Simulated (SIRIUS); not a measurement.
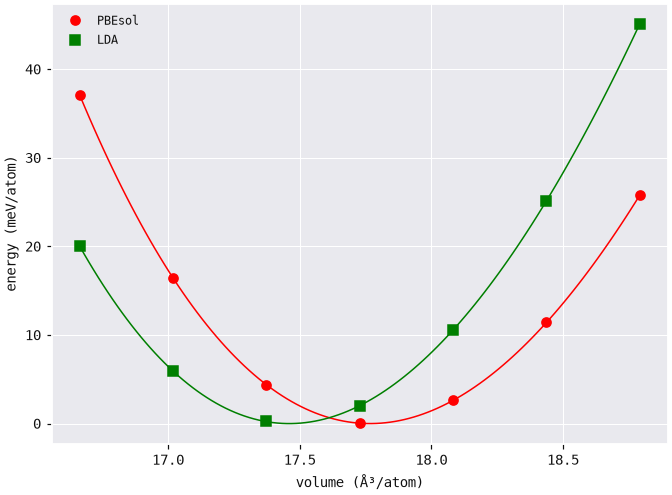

Plotted: energy against volume, with one curve for each functional, for MoS₂ (space group R3m).

Method: all-electron LAPW DFT, no spin polarisation; energies at scaled volumes of the given cell, shape and fractions fixed, counted from the fit's minimum, third-order Birch-Murnaghan fit (SIRIUS 7.12.0). All runs: no spin polarisation.

- k mesh: 10×10×10
- occupations: Fermi–Dirac
- smearing width: 0.05 eV
- potentials: all electron FP LAPW

**Order the curves by fitted equilibrium volume, smallest first.**

LDA 17.460, PBEsol 17.767 Å³/atom.

**Order the curves by fitted bulk modulus, smallest first.**

PBEsol 154.7, LDA 162.6 GPa.

Note: shape and atomic fractions are frozen while scaling, which makes layered, chain and framework solids too stiff.
